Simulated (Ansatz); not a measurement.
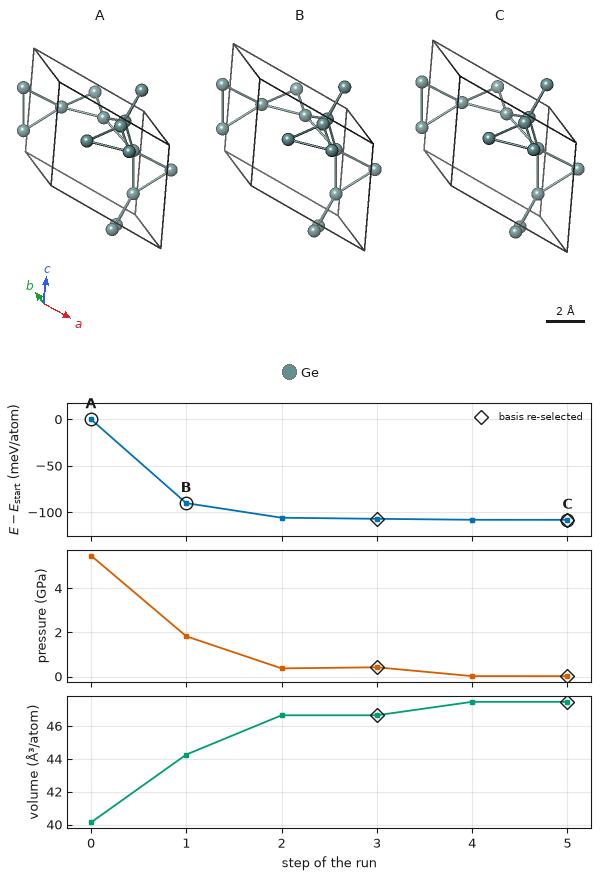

Frames of a relaxation of a crystal of Ge (a generated structure, set up in I4_132) (coarse preliminary run), marked on the history of the run. The picture is a ball-and-stick view of the cell of the calculation, seen slightly off an axis.

All numbers below come from DFT PBE, scalar-relativistic, plane waves, PAW (Ansatz).

The input:
```yaml
crystal:
  lattice:
    - [-3.91918359, 3.91918359, 3.91918359]
    - [3.91918359, -3.91918359, 3.91918359]
    - [3.91918359, 3.91918359, -3.91918359]
  atoms:
    - { symbol: Ge, position: [0.625, 0.25, 0.875] }
    - { symbol: Ge, position: [0.875, 0.625, 0.25] }
    - { symbol: Ge, position: [0.75, 0.625, 0.875] }
    - { symbol: Ge, position: [0.25, 0.875, 0.625] }
    - { symbol: Ge, position: [0.875, 0.75, 0.625] }
    - { symbol: Ge, position: [0.625, 0.875, 0.75] }
basis:
  ecutwfc: 420
kpoints:
  mp_grid: { grid: [4, 4, 4] }
hamiltonian:
  xc: pbe
scf:
  occupations: { method: gaussian, width: 0.1 }
  lower_state_search: "off"
output:
  forces: true
  stress: true
  eigenvalues: true
relax:
  adjacent_minimum: "off"
  f_tol: 0.04
  max_steps: 70
  cell: { stress_tol: 0.4 }
```

Command:
```bash
ansatz run input.yaml --threads 1 --pin off --max-ram 2560MiB --backend cpu --events-out ev --progress --plain --runs-dir out
```

Q: Describe the path.

A: The atoms keep their places relative to the cell (all moves are under 0.005 Å). The drawn cell changes as follows: a = b = c 6.788 → 7.179 Å (+5.8 %); the volume changes by +18.3 %. Some distances before and after: Ge1–Ge2 2.400 → 2.538 Å. The space group stays I4_132 (No. 214). After 3 accepted moves (5 points after the start) the energy has fallen by 108 meV per atom. All forces vanish by symmetry, so only the cell relaxes. The pressure goes from 5.49 to 0.02 GPa. At 2 points the geometry stayed and the basis and grid were re-selected for the new cell (energy shift of 1.2 meV per atom at most each time). Cost: 34 s on 1 thread of AMD EPYC 7R43 64-Core Processor (Zen 3), with other jobs on the host, peak memory 0.52 GiB. From step 0 to 1: volume +10.3 %, energy −90.0 meV per atom. From step 1 to 5: volume +7.3 %, energy −17.9 meV per atom.

```tsv
step	E − E(0), meV/atom	pressure, GPa	volume, Å³/atom	note
0	0.00	5.49	40.132	
1	-90.00	1.82	44.263	
2	-105.68	0.37	46.653	
3	-106.85	0.42	46.653	same geometry, new basis
4	-107.88	0.02	47.472	
5	-107.94	0.02	47.472	same geometry, new basis
```
